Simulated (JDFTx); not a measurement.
# Geometry relaxation of NiSb (part 2 of 3)

NiSb (P6₃/mmc, 4 atoms in the cell); Kohn-Sham DFT of a periodic cell, PBE, Ansatz-NC-PBE, spin-polarised (JDFTx 1.7.0 (patched build)); cutoff 1414.99 eV, 2×2×1 k-mesh, fermi-dirac of 0.05 eV, collinear spins. The structure derives from an entry of the Crystallography Open Database. The settings are looser than a standard set-up, so the numbers are not reference values.

Geometry of the input (Å; fractional positions):
```
3.9280  0.0000  0.0000
-1.9640  3.4017  0.0000
0.0000  0.0000  5.1200
Sb 0.6667  0.3333  0.7500
Sb 0.3333  0.6667  0.2500
Ni 0.0000  0.0000  0.5000
Ni 0.0000  0.0000  0.0000
```

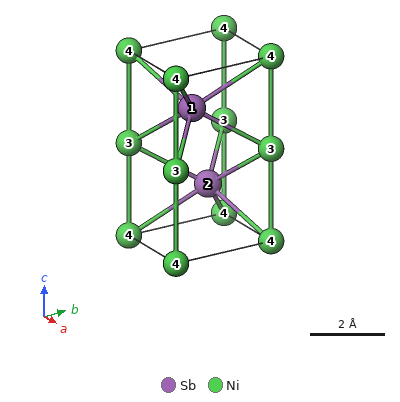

Fig. 1: The structure as given in the input (ball-and-stick view of the cell of the calculation, seen slightly off an axis; atoms are numbered from 1 in the order of the input). An atom can appear more than once, as a periodic image.

## The program's output, continued
```
	FillingsUpdate:  mu: +0.563546031  nElectrons: 66.000000  magneticMoment: [ Abs: 0.57983  Tot: +0.48987 ]
SCF: Cycle: 40   F: -497.041162590548709   dF: -3.505e-09   |Residual|: 1.049e-05   |deigs|: 6.011e-06
	FillingsUpdate:  mu: +0.563546131  nElectrons: 66.000000  magneticMoment: [ Abs: 0.57982  Tot: +0.48987 ]
SCF: Cycle: 41   F: -497.041162595878006   dF: -5.329e-09   |Residual|: 1.334e-05   |deigs|: 1.128e-05
	FillingsUpdate:  mu: +0.563546312  nElectrons: 66.000000  magneticMoment: [ Abs: 0.57981  Tot: +0.48987 ]
SCF: Cycle: 42   F: -497.041162597812843   dF: -1.935e-09   |Residual|: 1.553e-05   |deigs|: 5.276e-06
	FillingsUpdate:  mu: +0.563546415  nElectrons: 66.000000  magneticMoment: [ Abs: 0.57981  Tot: +0.48987 ]
SCF: Cycle: 43   F: -497.041162601169219   dF: -3.356e-09   |Residual|: 1.709e-05   |deigs|: 9.236e-06
	FillingsUpdate:  mu: +0.563546436  nElectrons: 66.000000  magneticMoment: [ Abs: 0.57981  Tot: +0.48987 ]
SCF: Cycle: 44   F: -497.041162602568591   dF: -1.399e-09   |Residual|: 1.774e-05   |deigs|: 4.424e-06
	FillingsUpdate:  mu: +0.563546479  nElectrons: 66.000000  magneticMoment: [ Abs: 0.57981  Tot: +0.48987 ]
SCF: Cycle: 45   F: -497.041162604667988   dF: -2.099e-09   |Residual|: 1.907e-05   |deigs|: 6.849e-06
	FillingsUpdate:  mu: +0.563546089  nElectrons: 66.000000  magneticMoment: [ Abs: 0.57982  Tot: +0.48987 ]
SCF: Cycle: 46   F: -497.041162605792351   dF: -1.124e-09   |Residual|: 1.617e-05   |deigs|: 5.064e-06
	FillingsUpdate:  mu: +0.563545826  nElectrons: 66.000000  magneticMoment: [ Abs: 0.57984  Tot: +0.48987 ]
SCF: Cycle: 47   F: -497.041162607355659   dF: -1.563e-09   |Residual|: 1.417e-05   |deigs|: 8.136e-06
	FillingsUpdate:  mu: +0.563545662  nElectrons: 66.000000  magneticMoment: [ Abs: 0.57984  Tot: +0.48987 ]
SCF: Cycle: 48   F: -497.041162607984120   dF: -6.285e-10   |Residual|: 1.259e-05   |deigs|: 3.692e-06
	FillingsUpdate:  mu: +0.563545330  nElectrons: 66.000000  magneticMoment: [ Abs: 0.57984  Tot: +0.48987 ]
SCF: Cycle: 49   F: -497.041162608954835   dF: -9.707e-10   |Residual|: 9.781e-06   |deigs|: 6.764e-06
SCF: Converged (|Delta E|<1.000000e-09 for 2 iters).

Setting wave functions to eigenvectors of Hamiltonian
# Lattice vectors:
R =
[      7.42284     -3.71142            0  ]
[            0      6.42837            0  ]
[            0            0       9.6754  ]
unit cell volume = 461.679

# Strain tensor in Cartesian coordinates:
[            0            0            0  ]
[            0            0            0  ]
[            0            0            0  ]

# Stress tensor in Cartesian coordinates [Eh/a0^3]:
[  2.04442e-05            0            0  ]
[            0  2.04442e-05            0  ]
[            0            0 -0.000780534  ]

# Ionic positions in cartesian coordinates:
ion Sb   3.711422108733333   2.142790553600000   7.256548318562500 1
ion Sb  -0.000000000033333   4.285581107200000   2.418849439512500 1
ion Ni   0.000000000000000   0.000000000000000   4.837698879037500 1
ion Ni   0.000000000000000   0.000000000000000  -0.000000000012500 1

# Forces in Cartesian coordinates:
force Sb  -0.000000000000000   0.000000000000000   0.000000000000000 1
force Sb   0.000000000000000  -0.000000000000000   0.000000000000000 1
force Ni   0.000000000000000  -0.000000000000000   0.000000000000000 1
force Ni  -0.000000000000000  -0.000000000000000   0.000000000000000 1

# Energy components:
   Eewald =     -314.0747529327085772
       EH =      164.2646086186463776
     Eloc =     -389.7849171165349276
      Enl =     -179.5741450971800646
      Exc =      -95.7810310941794114
 Exc_core =       33.4118017891650254
       KE =      284.4982237349472030
-------------------------------------
     Etot =     -497.0402120978442895
       TS =        0.0009505111105453
-------------------------------------
        F =     -497.0411626089548349

LatticeMinimize: Iter:   0  F: -497.041162608954835  |grad|_K:  4.666e-02

#--- Lowdin population analysis ---
# oxidation-state Sb -0.268 -0.268
# magnetic-moments Sb +0.022 +0.022
# oxidation-state Ni +0.484 +0.484
# magnetic-moments Ni +0.227 +0.227

-------- Electronic minimization -----------
Will mix electronic density at each iteration.
	FillingsUpdate:  mu: +0.563545330  nElectrons: 66.000000  magneticMoment: [ Abs: 0.58316  Tot: +0.49267 ]
	FillingsUpdate:  mu: +0.559078777  nElectrons: 66.000000  magneticMoment: [ Abs: 0.58005  Tot: +0.48987 ]
SCF: Cycle:  0   F: -497.043218935472623   dF: -3.648e-04   |Residual|: 3.418e-03   |deigs|: 7.464e-05
	FillingsUpdate:  mu: +0.559547201  nElectrons: 66.000000  magneticMoment: [ Abs: 0.58287  Tot: +0.49084 ]
SCF: Cycle:  1   F: -497.043225374318865   dF: -6.439e-06   |Residual|: 2.518e-03   |deigs|: 3.689e-04
	FillingsUpdate:  mu: +0.559211000  nElectrons: 66.000000  magneticMoment: [ Abs: 0.58328  Tot: +0.49110 ]
[... 17 further cycles ...]
SCF: Cycle: 19   F: -497.043234512726542   dF: -9.471e-10   |Residual|: 1.107e-06   |deigs|: 3.606e-06
	FillingsUpdate:  mu: +0.559283411  nElectrons: 66.000000  magneticMoment: [ Abs: 0.58351  Tot: +0.49160 ]
SCF: Cycle: 20   F: -497.043234513399284   dF: -6.727e-10   |Residual|: 8.244e-07   |deigs|: 3.256e-06
SCF: Converged (|Delta E|<1.000000e-09 for 2 iters).

Setting wave functions to eigenvectors of Hamiltonian
LatticeMinimize: 	Wolfe criterion not satisfied: alpha: 1  (E-E0)/|gdotd0|: -0.951782  gdotd/gdotd0: 0.91008 (taking cubic step)

-------- Electronic minimization -----------
Will mix electronic density at each iteration.
	FillingsUpdate:  mu: +0.559283411  nElectrons: 66.000000  magneticMoment: [ Abs: 0.59018  Tot: +0.49721 ]
	FillingsUpdate:  mu: +0.550520725  nElectrons: 66.000000  magneticMoment: [ Abs: 0.58390  Tot: +0.49160 ]
SCF: Cycle:  0   F: -497.046738763535700   dF: -1.399e-03   |Residual|: 7.071e-03   |deigs|: 9.791e-05
	FillingsUpdate:  mu: +0.551331525  nElectrons: 66.000000  magneticMoment: [ Abs: 0.58706  Tot: +0.49249 ]
SCF: Cycle:  1   F: -497.046765291203087   dF: -2.653e-05   |Residual|: 4.800e-03   |deigs|: 6.187e-04
	FillingsUpdate:  mu: +0.550654662  nElectrons: 66.000000  magneticMoment: [ Abs: 0.58788  Tot: +0.49286 ]
[... 22 further cycles ...]
SCF: Cycle: 24   F: -497.046796663695829   dF: -7.486e-10   |Residual|: 2.493e-06   |deigs|: 9.281e-07
	FillingsUpdate:  mu: +0.550862583  nElectrons: 66.000000  magneticMoment: [ Abs: 0.58861  Tot: +0.49342 ]
SCF: Cycle: 25   F: -497.046796664381702   dF: -6.859e-10   |Residual|: 1.505e-06   |deigs|: 6.093e-07
SCF: Converged (|Delta E|<1.000000e-09 for 2 iters).

Setting wave functions to eigenvectors of Hamiltonian
# Lattice vectors:
R =
[      7.41933     -3.70966            0  ]
[  2.73623e-14      6.42532            0  ]
[            0            0      9.85121  ]
unit cell volume = 469.623

# Strain tensor in Cartesian coordinates:
[  -0.00047398            0            0  ]
[            0  -0.00047398            0  ]
[            0            0    0.0181706  ]

# Stress tensor in Cartesian coordinates [Eh/a0^3]:
[  6.19058e-05            0            0  ]
[            0  6.19058e-05            0  ]
[            0            0 -0.000563449  ]

# Ionic positions in cartesian coordinates:
ion Sb   3.709662969353021   2.141774914005187   7.388404214981318 1
ion Sb  -0.000000000033302   4.283549828010347   2.462801404985288 1
ion Ni  -0.000000000000000  -0.000000000000000   4.925602809983302 1
ion Ni   0.000000000000000   0.000000000000000  -0.000000000012727 1

# Forces in Cartesian coordinates:
force Sb  -0.000000000000000   0.000000000000000   0.000000000000000 1
force Sb  -0.000000000000000   0.000000000000000   0.000000000000000 1
force Ni   0.000000000000000  -0.000000000000000  -0.000000000000000 1
force Ni   0.000000000000000   0.000000000000000  -0.000000000000000 1

# Energy components:
   Eewald =     -312.5598707434295420
       EH =      165.0300688582188968
     Eloc =     -392.0383358091941659
      Enl =     -179.5902984853572093
      Exc =      -95.7561004037660553
 Exc_core =       33.4118017212924912
       KE =      284.4569160551508276
-------------------------------------
     Etot =     -497.0458188070847427
       TS =        0.0009778572969366
-------------------------------------
        F =     -497.0467966643817022

LatticeMinimize: Iter:   1  F: -497.046796664381702  |grad|_K:  3.465e-02  alpha:  3.000e+00  linmin: -9.931e-01

#--- Lowdin population analysis ---
# oxidation-state Sb -0.275 -0.275
# magnetic-moments Sb +0.020 +0.020
# oxidation-state Ni +0.486 +0.486
# magnetic-moments Ni +0.231 +0.231

-------- Electronic minimization -----------
Will mix electronic density at each iteration.
	FillingsUpdate:  mu: +0.550862583  nElectrons: 66.000000  magneticMoment: [ Abs: 0.60873  Tot: +0.51029 ]
	FillingsUpdate:  mu: +0.526160439  nElectrons: 66.000000  magneticMoment: [ Abs: 0.58989  Tot: +0.49342 ]
SCF: Cycle:  0   F: -497.053956630923494   dF: -1.660e-02   |Residual|: 6.013e-02   |deigs|: 1.180e-03
	FillingsUpdate:  mu: +0.527928486  nElectrons: 66.000000  magneticMoment: [ Abs: 0.59297  Tot: +0.49195 ]
SCF: Cycle:  1   F: -497.054369163580532   dF: -4.125e-04   |Residual|: 3.838e-02   |deigs|: 1.286e-03
	FillingsUpdate:  mu: +0.525304226  nElectrons: 66.000000  magneticMoment: [ Abs: 0.57301  Tot: +0.49523 ]
[... 27 further cycles ...]
SCF: Cycle: 29   F: -497.054564641311231   dF: -6.063e-10   |Residual|: 1.999e-06   |deigs|: 4.524e-07
	FillingsUpdate:  mu: +0.527065868  nElectrons: 66.000000  magneticMoment: [ Abs: 0.56988  Tot: +0.49558 ]
SCF: Cycle: 30   F: -497.054564641841921   dF: -5.307e-10   |Residual|: 9.360e-07   |deigs|: 5.001e-07
SCF: Converged (|Delta E|<1.000000e-09 for 2 iters).

Setting wave functions to eigenvectors of Hamiltonian
# Lattice vectors:
R =
[      7.38092     -3.69046            0  ]
[  3.25692e-13      6.39206            0  ]
[            0            0      10.2944  ]
unit cell volume = 485.683

# Strain tensor in Cartesian coordinates:
[  -0.00564857   4.3847e-14            0  ]
[   4.3877e-14  -0.00564857            0  ]
[            0            0    0.0639791  ]

# Stress tensor in Cartesian coordinates [Eh/a0^3]:
[  0.000157522            0            0  ]
[            0  0.000157522            0  ]
[            0            0 -0.000154298  ]

# Ionic positions in cartesian coordinates:
ion Sb   3.690457865899104   2.130686842355731   7.720815579691843 1
ion Sb  -0.000000000032957   4.261373684711137   2.573605193221748 1
ion Ni  -0.000000000000000  -0.000000000000000   5.147210386456795 1
ion Ni   0.000000000000000   0.000000000000000  -0.000000000013300 1

# Forces in Cartesian coordinates:
force Sb  -0.000000000000000   0.000000000000000   0.000000000000000 1
force Sb  -0.000000000000000  -0.000000000000000  -0.000000000000000 1
force Ni  -0.000000000000000   0.000000000000000   0.000000000000000 1
force Ni  -0.000000000000000  -0.000000000000000   0.000000000000000 1

# Energy components:
   Eewald =     -309.7248075845983522
       EH =      166.4311009204084542
     Eloc =     -396.2235398772608619
      Enl =     -179.6417334876251743
      Exc =      -95.7082612748830002
 Exc_core =       33.4118020798213351
       KE =      284.4021333633131690
-------------------------------------
     Etot =     -497.0533058608244801
       TS =        0.0012587810174654
-------------------------------------
        F =     -497.0545646418419210

LatticeMinimize: Iter:   2  F: -497.054564641841921  |grad|_K:  1.703e-02  alpha:  1.000e+00  linmin: -6.940e-01

#--- Lowdin population analysis ---
# oxidation-state Sb -0.284 -0.284
# magnetic-moments Sb +0.028 +0.028
# oxidation-state Ni +0.485 +0.485
# magnetic-moments Ni +0.224 +0.224

-------- Electronic minimization -----------
Will mix electronic density at each iteration.
	FillingsUpdate:  mu: +0.527065868  nElectrons: 66.000000  magneticMoment: [ Abs: 0.56061  Tot: +0.48752 ]
	FillingsUpdate:  mu: +0.541451323  nElectrons: 66.000000  magneticMoment: [ Abs: 0.57102  Tot: +0.49558 ]
SCF: Cycle:  0   F: -497.056905404407075   dF: -5.099e-03   |Residual|: 3.851e-02   |deigs|: 5.863e-04
	FillingsUpdate:  mu: +0.540949555  nElectrons: 66.000000  magneticMoment: [ Abs: 0.57092  Tot: +0.49529 ]
SCF: Cycle:  1   F: -497.057155611151131   dF: -2.502e-04   |Residual|: 1.556e-02   |deigs|: 1.237e-03
	FillingsUpdate:  mu: +0.541665577  nElectrons: 66.000000  magneticMoment: [ Abs: 0.55901  Tot: +0.49654 ]
[... 23 further cycles ...]
SCF: Cycle: 25   F: -497.057223101569321   dF: -6.330e-10   |Residual|: 1.761e-05   |deigs|: 1.318e-04
	FillingsUpdate:  mu: +0.541008970  nElectrons: 66.000000  magneticMoment: [ Abs: 0.55914  Tot: +0.49691 ]
SCF: Cycle: 26   F: -497.057223102392982   dF: -8.237e-10   |Residual|: 1.516e-05   |deigs|: 2.823e-04
SCF: Converged (|Delta E|<1.000000e-09 for 2 iters).

Setting wave functions to eigenvectors of Hamiltonian
# Lattice vectors:
R =
[      7.26747     -3.63373            0  ]
[  1.19309e-12      6.29381            0  ]
[            0            0      10.4456  ]
unit cell volume = 477.782

# Strain tensor in Cartesian coordinates:
[   -0.0209326  1.60657e-13            0  ]
[  1.60733e-13   -0.0209326            0  ]
[            0            0    0.0796045  ]

# Stress tensor in Cartesian coordinates [Eh/a0^3]:
[  6.63471e-05            0            0  ]
[            0  6.63471e-05            0  ]
[            0            0 -9.20338e-05  ]

# Ionic positions in cartesian coordinates:
ion Sb   3.633732546094858   2.097936463695353   7.834202465349208 1
ion Sb  -0.000000000031947   4.195872927389513   2.611400821774073 1
ion Ni  -0.000000000000000  -0.000000000000000   5.222801643561640 1
ion Ni   0.000000000000000   0.000000000000000  -0.000000000013495 1

# Forces in Cartesian coordinates:
force Sb  -0.000000000000000  -0.000000000000000  -0.000000000000000 1
force Sb   0.000000000000000   0.000000000000000  -0.000000000000000 1
force Ni   0.000000000000000   0.000000000000000   0.000000000000000 1
force Ni   0.000000000000000   0.000000000000000  -0.000000000000000 1

# Energy components:
   Eewald =     -311.7922239264927953
       EH =      165.0578356793209309
     Eloc =     -392.8093868091526701
      Enl =     -179.6569796632461760
      Exc =      -95.7324456976836586
 Exc_core =       33.4118021251543666
       KE =      284.4651043647433539
-------------------------------------
     Etot =     -497.0562939273565348
       TS =        0.0009291750364231
-------------------------------------
        F =     -497.0572231023929817

LatticeMinimize: Iter:   3  F: -497.057223102392982  |grad|_K:  8.125e-03  alpha:  1.000e+00  linmin: -9.836e-01

#--- Lowdin population analysis ---
# oxidation-state Sb -0.284 -0.284
# magnetic-moments Sb +0.036 +0.036
# oxidation-state Ni +0.483 +0.483
# magnetic-moments Ni +0.216 +0.216

-------- Electronic minimization -----------
Will mix electronic density at each iteration.
	FillingsUpdate:  mu: +0.541008970  nElectrons: 66.000000  magneticMoment: [ Abs: 0.55465  Tot: +0.49295 ]
	FillingsUpdate:  mu: +0.549380586  nElectrons: 66.000000  magneticMoment: [ Abs: 0.56008  Tot: +0.49691 ]
SCF: Cycle:  0   F: -497.057586035678810   dF: -3.737e-03   |Residual|: 1.203e-02   |deigs|: 3.020e-03
	FillingsUpdate:  mu: +0.547875008  nElectrons: 66.000000  magneticMoment: [ Abs: 0.56105  Tot: +0.49707 ]
SCF: Cycle:  1   F: -497.057742367304513   dF: -1.563e-04   |Residual|: 8.465e-03   |deigs|: 1.799e-03
	FillingsUpdate:  mu: +0.548923618  nElectrons: 66.000000  magneticMoment: [ Abs: 0.56020  Tot: +0.49717 ]
[... 22 further cycles ...]
SCF: Cycle: 24   F: -497.057815909772899   dF: -7.693e-10   |Residual|: 1.190e-06   |deigs|: 2.258e-05
	FillingsUpdate:  mu: +0.548482586  nElectrons: 66.000000  magneticMoment: [ Abs: 0.56021  Tot: +0.49726 ]
SCF: Cycle: 25   F: -497.057815910397551   dF: -6.247e-10   |Residual|: 8.396e-07   |deigs|: 2.297e-05
SCF: Converged (|Delta E|<1.000000e-09 for 2 iters).

Setting wave functions to eigenvectors of Hamiltonian
# Lattice vectors:
R =
[      7.18323     -3.59162            0  ]
[  1.80676e-12      6.22086            0  ]
[            0            0      10.6069  ]
unit cell volume = 473.978

# Strain tensor in Cartesian coordinates:
[     -0.03228  2.43271e-13            0  ]
[  2.43405e-13     -0.03228            0  ]
[            0            0    0.0962722  ]

# Stress tensor in Cartesian coordinates [Eh/a0^3]:
[ -1.23006e-05            0            0  ]
[            0 -1.23006e-05            0  ]
[            0            0  1.32739e-05  ]

# Ionic positions in cartesian coordinates:
ion Sb   3.591617367048514   2.073621253734871   7.955152058865850 1
ion Sb  -0.000000000031214   4.147242507467935   2.651717352946148 1
ion Ni  -0.000000000000000  -0.000000000000000   5.303434705905999 1
ion Ni   0.000000000000000   0.000000000000000  -0.000000000013704 1

# Forces in Cartesian coordinates:
force Sb  -0.000000000000000   0.000000000000000   0.000000000000000 1
force Sb   0.000000000000000  -0.000000000000000  -0.000000000000000 1
force Ni  -0.000000000000000  -0.000000000000000   0.000000000000000 1
force Ni   0.000000000000000  -0.000000000000000  -0.000000000000000 1

# Energy components:
   Eewald =     -312.9427842875788883
       EH =      164.2579323756944234
     Eloc =     -390.8776118171304006
      Enl =     -179.6703624604115817
      Exc =      -95.7458974399374512
 Exc_core =       33.4118021347519019
       KE =      284.5100056157837116
-------------------------------------
     Etot =     -497.0569158788283630
       TS =        0.0009000315691653
-------------------------------------
        F =     -497.0578159103975509

LatticeMinimize: Iter:   4  F: -497.057815910397551  |grad|_K:  1.342e-03  alpha:  1.000e+00  linmin:  9.946e-01

#--- Lowdin population analysis ---
# oxidation-state Sb -0.287 -0.287
# magnetic-moments Sb +0.037 +0.037
# oxidation-state Ni +0.485 +0.485
# magnetic-moments Ni +0.215 +0.215
```
